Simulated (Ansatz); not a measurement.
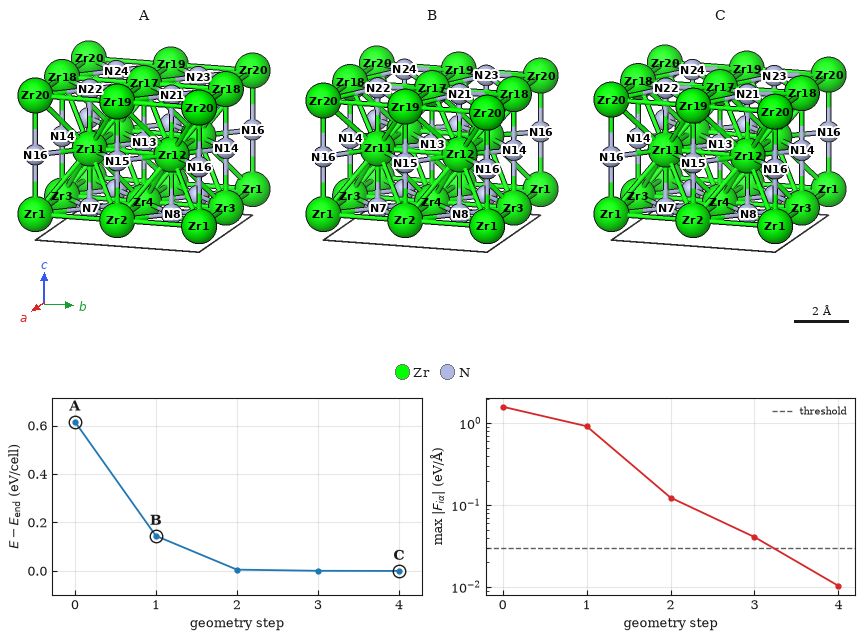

Frames of a constrained relaxation of a slab of composition ZrN (cut from the Fm-3m phase), marked on the history of the run. The picture is a ball-and-stick view of the cell of the calculation, outlined in the plane, without the vacuum (origin shifted), seen slightly off an axis.

Case: clean slab, lower planes held. The slab is the (1 0 0) face of ZrN. 8 atoms are held fixed.

These are results of DFT PBE+D3(BJ), scalar-relativistic, plane waves, PAW (Ansatz), not measurements.

Input file:
```yaml
crystal:
  lattice:
    - [6.4475937667, 0.0, 0.0]
    - [0.0, 6.4475937667, 0.0]
    - [0.0, 0.0, 20.5591372748]
  atoms:
    - { symbol: Zr, position: [0.25, 0.25, 0.3891213864] }
    - { symbol: Zr, position: [0.25, 0.75, 0.3891213864] }
    - { symbol: Zr, position: [0.75, 0.25, 0.3891213864] }
    - { symbol: Zr, position: [0.75, 0.75, 0.3891213864] }
    - { symbol: "N", position: [0.5, 0.5, 0.3891213864] }
    - { symbol: "N", position: [0.5, 0.0, 0.3891213864] }
    - { symbol: "N", position: [0.0, 0.5, 0.3891213864] }
    - { symbol: "N", position: [0.0, 0.0, 0.3891213864] }
    - { symbol: Zr, position: [0.5, 0.5, 0.5] }
    - { symbol: Zr, position: [0.5, 0.0, 0.5] }
    - { symbol: Zr, position: [0.0, 0.5, 0.5] }
    - { symbol: Zr, position: [0.0, 0.0, 0.5] }
    - { symbol: "N", position: [0.75, 0.75, 0.5] }
    - { symbol: "N", position: [0.75, 0.25, 0.5] }
    - { symbol: "N", position: [0.25, 0.75, 0.5] }
    - { symbol: "N", position: [0.25, 0.25, 0.5] }
    - { symbol: Zr, position: [0.75, 0.75, 0.6108786136] }
    - { symbol: Zr, position: [0.75, 0.25, 0.6108786136] }
    - { symbol: Zr, position: [0.25, 0.75, 0.6108786136] }
    - { symbol: Zr, position: [0.25, 0.25, 0.6108786136] }
    - { symbol: "N", position: [0.0, 0.0, 0.6108786136] }
    - { symbol: "N", position: [0.0, 0.5, 0.6108786136] }
    - { symbol: "N", position: [0.5, 0.0, 0.6108786136] }
    - { symbol: "N", position: [0.5, 0.5, 0.6108786136] }
basis:
  ecutwfc: 420
kpoints:
  mp_grid: { grid: [3, 3, 1] }
hamiltonian:
  xc: pbe
  dispersion: d3bj
scf:
  occupations: { method: gaussian, width: 0.1 }
output:
  forces: true
  eigenvalues: true
relax:
  adjacent_minimum: "off"
  f_tol: 0.03
  max_steps: 70
  constraints: [{ sites: [0, 1, 2, 3, 4, 5, 6, 7] }]
efield:
  axis: 3
  dipole_correction: true
  ramp_width: 0.04
```

Command:
```bash
ansatz run input.yaml --threads 4 --pin off --max-ram 10240MiB --backend cpu --events-out ev --progress --plain --runs-dir out
```

Question: What happens along the run?

Answer: The largest moves, 0.16 Å, are those of Zr17, Zr18, Zr19 and Zr20. Zr17 goes along the normal (−c). Largest moves by element: Zr 0.16 Å, N 0.08 Å. The lattice vectors keep their values. Some distances before and after: Zr10–Zr17 3.224 → 3.140 Å, N13–Zr17 2.280 → 2.198 Å, Zr10–N23 2.280 → 2.359 Å, N5–Zr9 2.280 → 2.241 Å. Bond angles that change, for instance: Zr17–N21–Zr20 180.0° → 170.0°, Zr12–N21–Zr17 90.0° → 85.0°. Over 4 geometry steps the energy falls by 0.616 eV per cell of the calculation. The largest force component goes from 1.6 to 0.01 eV/Å. The run took 40 s on 4 threads of Arm Neoverse V2 (shared host), peak memory 1.6 GiB. From step 0 to 1: Zr atoms move most (0.20 Å), energy −0.472 eV per cell of the calculation. From step 1 to 4: Zr atoms move most (0.04 Å), energy −0.145 eV per cell of the calculation.

```
step  E − E(0), meV/atom  largest force component, eV/Å
   0                0.00                         1.5953
   1              -19.65                         0.9221
   2              -25.46                         0.1237
   3              -25.66                         0.0408
   4              -25.68                         0.0103
```
